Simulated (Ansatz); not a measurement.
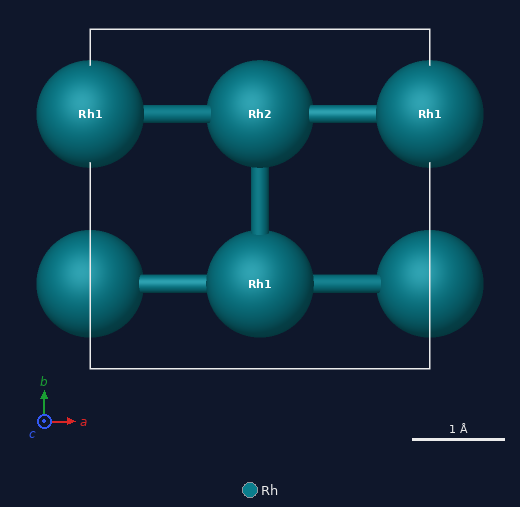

The structure as given in the input (ball-and-stick view of the cell 2 times as large as that of the calculation, set on its symmetry axes, along the c axis; atoms are numbered from 1 in the order of the input). An atom can appear more than once, as a periodic image.

# Run report: Rh, single-point calculation

Rh (I4₁/amd, 2 atoms in the cell), computed with DFT, PBE, PAW with Ansatz's default frozen-core files, scalar-relativistic, no spin polarisation (Ansatz 0.2.0).

It belongs to a series of runs on one base structure; here: volume scaled by 0.45, PAW files. Figures and captions count atoms from 1; the log counts them from 0 in places.

Input:
```yaml
crystal:
  lattice:
    - [-1.8583664088, 1.8583664088, 1.01751239]
    - [1.8583664088, -1.8583664088, 1.01751239]
    - [1.8583664088, 1.8583664088, -1.01751239]
  atoms:
    - { symbol: Rh, position: [-0.375, -0.125, -0.25] }
    - { symbol: Rh, position: [0.375, 0.125, 0.25] }
kpoints:
  mp_grid: { grid: [18, 18, 18] }
scf:
  occupations: { method: fermi_dirac, width: 0.08 }
hamiltonian:
  xc: pbe
  pseudopotentials: { kind: paw }
output:
  forces: true
  stress: true
  eigenvalues: true
  populations: true
  write_density: true
  write_potential: true
  elf: true
  volumetric_format: npy
```

Launch command:
```bash
ansatz run input.yaml --threads 1 --pin off --max-ram 2048MiB --backend cpu --events-out ev --progress --plain --runs-dir out
```

Output:
```
Engine: ansatz 0.2.0, aarch64-unknown-linux-gnu
Pseudopotentials: kind: paw
Pseudopotential: Rh, paw, valence charge 17, recommended cutoff 420 eV (normal), Rh.paw.azcp
Functional definition: PBE
  parameter kappa = 0.804
  parameter beta = 0.06672455060314922
  exchange = pbe_x(kappa = kappa, mu = beta*pi^2/3)
  correlation = pbe_c(beta = beta)
Crystal: 2 atoms, lattice volume = 14.056 Å³
Basis set: ecut = 420 eV, 263 PW (Γ), exchange–correlation on 40×40×40 points (8 copies of the dense FFT grid, shifted against one another)
Bands: 21, of which v1, the nominal top of the filled ones, is band 17 counted from 1 (16 counted from 0)
Symmetry: 16 space group operations
Space group: I41/amd (ITA 141), of the structure as read, at distance tolerance 2.4e-5 Å
k-points: 480 of 5832
Non-local potential: Rh, projectors of the file, l = 0: 3, l = 1: 2, l = 2: 2, l = 3: 1
PAW form: soft (Blöchl's): semilocal exchange-correlation on the pseudo side does not see the compensation charge
PAW one-centre angular grid: Rh, 590 points (default); XC on 64 Gauss nodes
Initial density: superposition of atomic densities (neutral atoms: chi_scale 0, normalization atom), corrected by the library's trained network
Initial wavefunctions: pseudopotential atomic-orbital guess
Functional: x = pbe(κ = 0.804, μ = 0.2195149727645171), c = pbe(β = 0.06672455060314922)
SCF iter   1: F=—  HF=-12777.272886 eV  |F-HF|=—  |Δ(HF+E_count)|=         —  Δρ=8.68e-2  dr2=3.74e-1  ethr=1.77e-3  ⟨swp⟩=6.1  Hψ=49697  notcnv=0
preconditioner: auto → none  [metal: Δε(μ)=0.006 eV  Ē_g=32.589 eV  σ=0.080 eV  W_gap=0.02  n_scr=4 (ndim 8)  ℏωp=54.2 eV  f_vac=0.000  D(μ)=1.12/eV (n_scr^D=16)  sad-step TF]
SCF iter   2: F=—  HF=-12777.152096 eV  |F-HF|=—  |Δ(HF+E_count)|=   1.21e-1  Δρ=4.64e-2  dr2=1.25e-1  ethr=1.10e-3  ⟨swp⟩=2.0  Hψ=15439  notcnv=0  defer=21
SCF iter   3: F=—  HF=-12777.061359 eV  |F-HF|=—  |Δ(HF+E_count)|=   9.07e-2  Δρ=4.76e-3  dr2=7.83e-4  ethr=3.68e-4  ⟨swp⟩=2.5  Hψ=16940  notcnv=0  defer=21
SCF iter   4: F=—  HF=-12777.062588 eV  |F-HF|=—  |Δ(HF+E_count)|=   1.23e-3  Δρ=8.87e-4  dr2=4.72e-5  ethr=2.30e-6  ⟨swp⟩=2.2  Hψ=19051  notcnv=0  defer=21
SCF iter   5: F=—  HF=-12777.062562 eV  |F-HF|=—  |Δ(HF+E_count)|=   2.58e-5  Δρ=2.22e-4  dr2=2.84e-6  ethr=1.39e-7  ⟨swp⟩=2.4  Hψ=19736  notcnv=0  defer=21
SCF iter   6: F=-12777.062561 eV  HF=-12777.062561 eV  |F-HF|=1.53e-8  |Δ(HF+E_count)|=   5.40e-7  Δρ=4.35e-5  dr2=7.00e-8  ethr=2.94e-10  ⟨swp⟩=11.2  Hψ=90227  notcnv=0
SCF 1 converged in 6 iterations: F = -12777.062561 eV  dr2 = 7.00e-8
  greatest PAW one-centre occupation: 1.010 electrons in one spin orbital (limit 2), on the Rh atom at site 1 (counted from 0), in its partial waves of l = 1
```

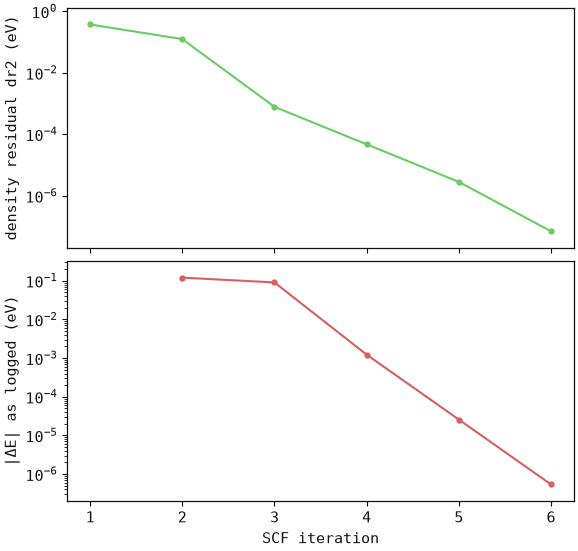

Convergence of the self-consistent field: density residual dr2 and size of the energy change against the SCF iteration. The residual falls at every step.

```
SCF converged after 6 iterations
Free energy (F): -12777.062561 eV
Harris-Foulkes:  -12777.062561 eV  (|F-HF|=1.53e-8)
Internal energy: -12777.039086 eV  (E = F + TS)
E sigma→0 (E₀):  -12777.050823 eV
Entropy (-TS):   -0.023475 eV (-11.738 meV/atom)
Fermi energy:    49.407000 eV
--- Per-component energies (eV) ---
  E_band       = 611.287990
  E_kinetic    = 1254.987415
  E_local      = -1593.482613  (includes V_loc(G=0)·N_el)
  E_nonlocal   = 758.727591
  E_hartree    = 678.036707
  E_xc         = -468.135944
  E_vxc        = -590.432269  (∫ρ·V_xc dr)
  E_paw        = -7197.468722  (= ΣΔE_a)
  E_vpaw       = -574.588705  (= ΣTr[D̂ρ^β])
  E_aug_tail   = 0.001926  (compensation charges beyond the density's cutoff)
  E_ewald      = -6209.705447
  E_smearing   = -0.023475  (= −TS)
  E_closure    = 0.000000  (closes the sum)
  Σ components = -12777.062561   (vs F -12777.062561, Δ=0.00e0)
--- Forces (eV/Å), atoms counted from 1 ---
  atom   1  Rh    -0.00000000     0.00000000     0.00000000
  atom   2  Rh    -0.00000000     0.00000000     0.00000000
  max |Σ_I F_I| component: 2.50e-16 eV/Å
--- Stress (GPa, compression-positive) ---
     1078.750637       0.000000       0.000000
        0.000000    1078.750637      -0.000000
        0.000000      -0.000000    1078.554958
  P = ⅓ Tr σ = 1078.6854 GPa (10786.854 kbar)
--- Band table (eV; the first three rows and the last of 480) ---
  k-point 0: bands = ["-34.4172", "-31.2644", "-3.7947", "-3.7947", "1.6431", "1.7234", "1.9430", "1.9430", "31.6369", "35.5219", "37.0817", "37.7215", "38.2497", "45.9029", "45.9029", "46.1489", "46.1489", "52.6940", "55.9718", "60.7640", "60.7640"]
  k-point 1: bands = ["-34.3945", "-31.2898", "-3.7636", "-3.7631", "1.5321", "1.7269", "1.8829", "2.0001", "31.7511", "35.6131", "37.1630", "37.6694", "38.2346", "45.9406", "46.0057", "46.2270", "46.2467", "52.5255", "55.3677", "60.5662", "61.3499"]
  k-point 2: bands = ["-34.3273", "-31.3651", "-3.6709", "-3.6684", "1.2941", "1.7062", "1.7372", "2.0787", "32.0906", "35.8846", "37.3210", "37.5258", "38.2808", "46.0449", "46.2977", "46.4550", "46.5172", "52.0400", "54.0609", "59.9781", "62.5854"]
  k-point 479: bands = ["-32.7955", "-32.7955", "-5.1315", "-5.1315", "1.6197", "1.6197", "2.7658", "2.7658", "37.2968", "37.2968", "39.6683", "39.6683", "44.7798", "44.7798", "46.2372", "46.2372", "47.4982", "47.4982", "50.2576", "50.2576", "66.8217"]
--- Löwdin populations: 2 sites ---
  site symbol       q [e]
     0     Rh     16.8913
     1     Rh     16.8913
  spilling = 0.006394 (of n_electrons = 34.000000)
```

File populations.tsv:
```
# site	symbol	l	j	q
# orbitals = lowdin
# n_electrons = 34.000000
# spilling = 0.006394
0	Rh	0_4S	-	1.953769
0	Rh	0_5S	-	0.565533
0	Rh	1_4P	-	5.961198
0	Rh	2_4D	-	8.410795
1	Rh	0_4S	-	1.953769
1	Rh	0_5S	-	0.565533
1	Rh	1_4P	-	5.961198
1	Rh	2_4D	-	8.410795
```

File rho_z.tsv:
```
# z_ang	rho[e/angstrom^3]
# format = ansatz-planar-average/11
# lattice	-1.858366409	1.858366409	1.017512390
# lattice	1.858366409	-1.858366409	1.017512390
# lattice	1.858366409	1.858366409	-1.017512390
# sites	2
# site	45	-0.000000000	-0.929183204	-0.254378098
# site	45	0.000000000	0.929183204	0.254378098
0.000000	1.665581e0
0.140911	1.811439e0
0.281822	2.193110e0
0.422734	2.654281e0
0.563645	3.021330e0
0.704556	3.163020e0
0.845467	3.021330e0
0.986378	2.654281e0
1.127289	2.193110e0
1.268201	1.811439e0
1.409112	1.665581e0
1.550023	1.811439e0
1.690934	2.193110e0
1.831845	2.654281e0
1.972756	3.021330e0
2.113668	3.163020e0
2.254579	3.021330e0
2.395490	2.654281e0
2.536401	2.193110e0
2.677312	1.811439e0
```

File v_z.tsv:
```
# z_ang	v_es[eV]	v_tot[eV]
# format = ansatz-planar-average/11
# xc	pbe
# density_cutoff_ev	1680
# datasets	Rh=:simpson_from_first_knot:soft
# lattice	-1.858366409	1.858366409	1.017512390
# lattice	1.858366409	-1.858366409	1.017512390
# lattice	1.858366409	1.858366409	-1.017512390
# sites	2
# site	45	-0.000000000	-0.929183204	-0.254378098
# site	45	0.000000000	0.929183204	0.254378098
0.000000	2.224095e1	4.831760e0
0.140911	2.143648e1	3.891644e0
0.281822	1.928391e1	1.362929e0
0.422734	1.661624e1	-1.796816e0
0.563645	1.458819e1	-4.223810e0
0.704556	1.387092e1	-5.088438e0
0.845467	1.458819e1	-4.223810e0
0.986378	1.661624e1	-1.796816e0
1.127289	1.928391e1	1.362929e0
1.268201	2.143648e1	3.891644e0
1.409112	2.224095e1	4.831760e0
1.550023	2.143648e1	3.891644e0
1.690934	1.928391e1	1.362929e0
1.831845	1.661624e1	-1.796816e0
1.972756	1.458819e1	-4.223810e0
2.113668	1.387092e1	-5.088438e0
2.254579	1.458819e1	-4.223810e0
2.395490	1.661624e1	-1.796816e0
2.536401	1.928391e1	1.362929e0
2.677312	2.143648e1	3.891644e0
```

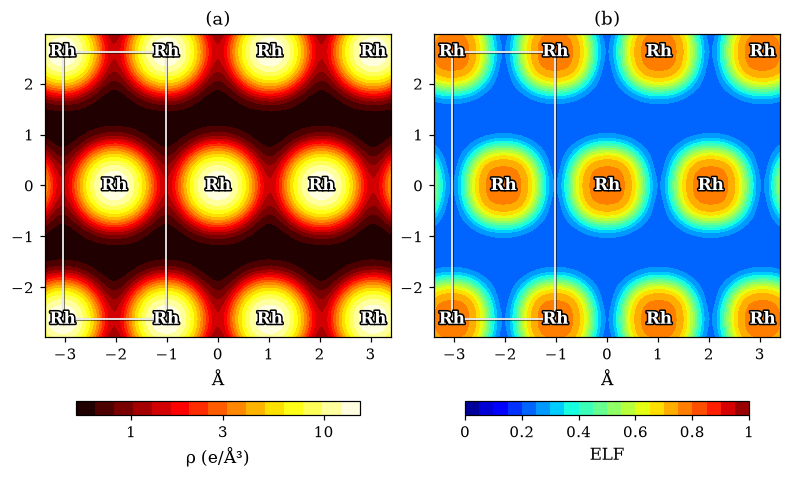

(a) valence charge density (pseudo); (b) electron localisation function on the (110) plane of the conventional cell. The section cuts through Rh sites. Rh–Rh (2.04 Å): the density is about 1.3 e/Å³ at the midpoint; the ELF is about 0.25 at the midpoint; no localised pair between them. Away from the nuclei the density in this plane falls to 0.52 e/Å³ at its lowest. The strong features right at Rh lie inside the PAW spheres (semicore, d or f shells) and say nothing about bonding. In a PAW calculation such maps are meaningful between the atoms, not at the nuclei.

Results in brief:

```json
{"quantity": "outcome", "value": "converged"}
{"quantity": "space group (tolerance 0.01 Å)", "value": "I4₁/amd (141)"}
{"quantity": "electrons treated", "value": "34"}
{"quantity": "free energy", "value": "−12777.0626 eV"}
{"quantity": "Fermi energy", "value": "49.407 eV"}
{"quantity": "pressure", "value": "1078.69 GPa"}
{"quantity": "largest force (length of the vector)", "value": "under 0.001 eV/Å"}
{"quantity": "hardware", "value": "1 thread of Arm Neoverse V1, 24 GiB of memory available, shared host"}
{"quantity": "wall time", "value": "13 s"}
{"quantity": "peak memory", "value": "0.37 GiB"}
```

The cell is under a pressure of 1079 GPa at this level, so it is not at its equilibrium volume.
